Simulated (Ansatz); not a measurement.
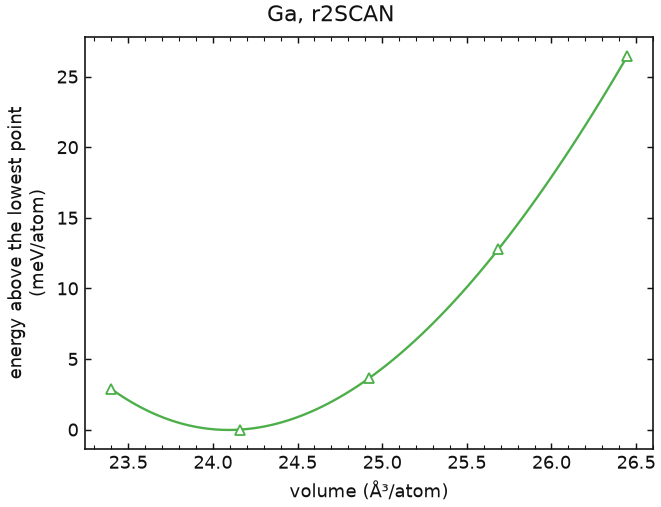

Plotted: energy above the lowest point against volume for Ga, space group Fd-3m (No. 227) (one of a set of cubic test structures, which need not be the stable phase).

Method: equation of state of a cubic crystal from periodic Kohn-Sham density functional theory without spin, third-order Birch-Murnaghan fit to the free energies; pressure corrected for the finite basis (Ansatz 0.2.0 development build). Level: r2SCAN.

structure type diamond; atoms in cell 2; space group number 227; lattice centring face-centred primitive; k mesh 10×10×10; occupation method Fermi–Dirac; occupation width 0.1 eV; wave cutoff 700 eV; datasets hard PAW; density tolerance 1e−09 eV; bands 25; density cutoff ratio 4; search for lower states default; xc grid level 2.

From this curve and the settings, what does the calculation give for the pressure at the same points?

The pressure falls from 1.380 GPa at volume 23.40 Å³/atom to −3.299 GPa at 26.45 Å³/atom, and changes sign near 24.10 Å³/atom.

```csv
volume (Å³/atom),pressure (GPa)
23.40,1.380
24.16,-0.120
24.92,-1.373
25.69,-2.427
26.45,-3.299
```

Keep in mind: cubic model structure, not the ambient form; pseudopotentials made with PBE, not this functional.
